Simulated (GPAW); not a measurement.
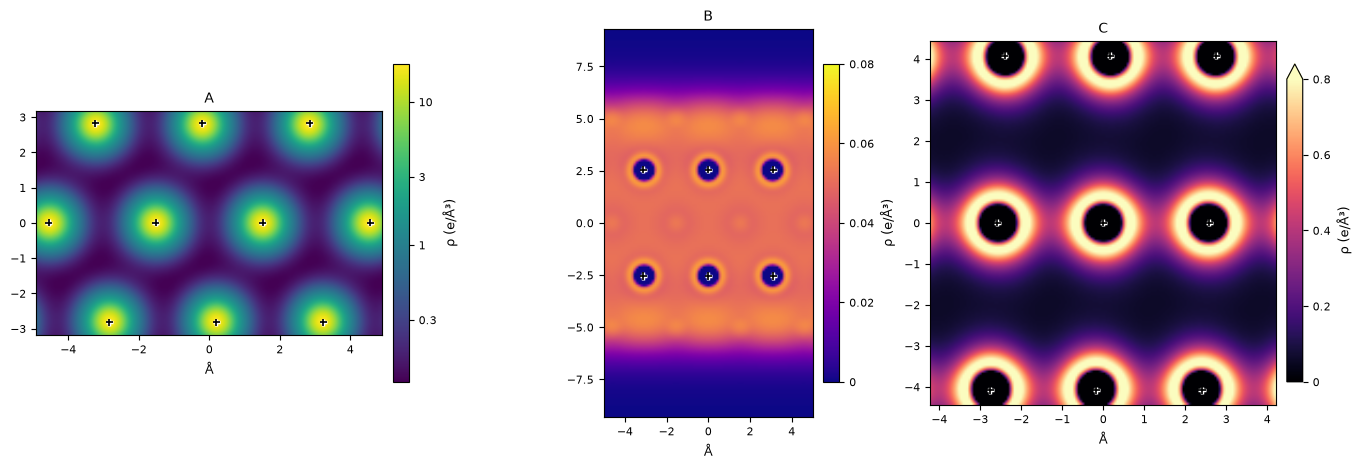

The valence charge density (pseudo) of 3 systems, each on a plane through atoms (crosses mark nuclei in the plane).

These are results of Kohn-Sham DFT of a periodic cell, PBE, GPAW PAW data sets (gpaw-data 1.2.1) in GPAW, not measurements.

System 1: Li (slab), the (010) plane of the calculation cell, a cut from vacuum to vacuum. 

```cif
data_structure
_symmetry_space_group_name_H-M 'P 1'
_symmetry_Int_Tables_number 1
_cell_length_a 3.1110
_cell_length_b 3.1110
_cell_length_c 25.1860
_cell_angle_alpha 90.000
_cell_angle_beta 90.000
_cell_angle_gamma 120.000
_cell_volume 211.10
loop_
_atom_site_label
_atom_site_type_symbol
_atom_site_fract_x
_atom_site_fract_y
_atom_site_fract_z
_atom_site_occupancy
Li1 Li 0.33333 0.66667 0.29778 1
Li2 Li 0.66667 0.33333 0.39889 1
Li3 Li 0.33333 0.66667 0.50000 1
Li4 Li 0.66667 0.33333 0.60111 1
Li5 Li 0.33333 0.66667 0.70222 1
```

System 2: As, the (011) plane of the conventional cell. Space group P-1; a structure from a database of computed crystals, not necessarily the ambient phase; computed pressure about 8 GPa in this cell.

```
As
1.0
    -0.32377   -0.26188   -2.54855
    -0.10062    2.58301    0.26188
     2.97948   -0.10062    0.32377
As
1
Direct
  0.50000 0.50000 0.50000
```

System 3: Cd, the (010) plane of the conventional cell. Space group P-1; a structure from a database of computed crystals, not necessarily the ambient phase.

Match each panel to its system.

Panel A is system 3, Cd: the plane holds Cd. Cd–Cd (3.04 Å): ρ at the midpoint is about 0.18 e/Å³. Panel B is system 1, Li: the plane holds Li. Li–Li (3.11 Å): the density is about 0.05 e/Å³ at the midpoint. Panel C is system 2, As: the plane holds As. As–As (2.58 Å): the density is about 0.42 e/Å³ at the midpoint.
